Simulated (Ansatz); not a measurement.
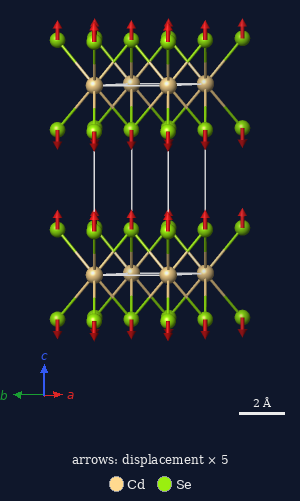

A relaxation of crystalline CdSe₂ (built on the MoS2-187 type type). The starting structure is drawn; red arrows show the displacements (the part carried along by the change of the cell is left out), 5 times their true length.

The picture is a ball-and-stick view of the cell of the calculation, seen from a free direction.

Method: DFT, r2SCAN+rVV10, plane waves, PAW (Ansatz).

The input:
```yaml
crystal:
  lattice:
    - [3.3123851177, 0.0, 0.0]
    - [-1.6561925589, 2.8686096591, 0.0]
    - [0.0, 0.0, 8.5039822434]
  atoms:
    - { symbol: Cd, position: [0.0, 0.0, 0.0] }
    - { symbol: Se, position: [0.3333333333, 0.6666666667, 0.2367414647] }
    - { symbol: Se, position: [0.3333333333, 0.6666666667, 0.7632585353] }
kpoints:
  mp_grid: { grid: [12, 12, 4] }
hamiltonian:
  xc: r2scan
  dispersion: rvv10
scf:
  occupations: { method: fermi_dirac, width: 0.03 }
relax:
  f_tol: 0.01
  cell: {}
  max_steps: 120
output:
  write_density: true
  write_potential: true
  elf: true
  volumetric_format: npy
```

Run as
```bash
ansatz run input.yaml --threads 2 --pin off --max-ram 2211MiB --backend cpu --events-out ev --progress --plain --runs-dir out
```

What did the optimiser do to the structure, and how much energy did it gain?

The largest moves relative to the cell, 0.18 Å, are those of Se2 and Se3. Se2 goes along +c. Cd stays in place. The volume changes by −2.5 %, with a = b 3.312 → 4.065 Å (+22.7 %), c 8.504 → 5.505 Å (−35.3 %). Among the contacts that change: Se2–Se3 4.477 → 2.535 Å, Se2–Se3 (another image) 4.026 → 2.970 Å, Se2–Se2 3.312 → 4.065 Å. Bond angles that change, for instance: Se2–Cd1–Se3 92.9° → 64.6°, Se2–Cd1–Se2 73.2° → 94.1°, Cd1–Se3–Cd1 73.2° → 94.1°. The space group stays P-6m2 (No. 187). After 13 accepted moves (15 points after the start) the energy has fallen by 1.298 eV per cell of the calculation. Largest force component: 0.086 eV/Å at the start, 0.00086 eV/Å at the end. The pressure goes from 1.36 to 0.02 GPa. At 2 points the geometry stayed and the basis and grid were re-selected for the new cell (energy shift of 8.9 meV per cell of the calculation at most each time). Cost: 4.9 min on 2 threads of Intel(R) Xeon(R) Processor @ 2.70GHz, with other jobs on the host, peak memory 0.74 GiB.
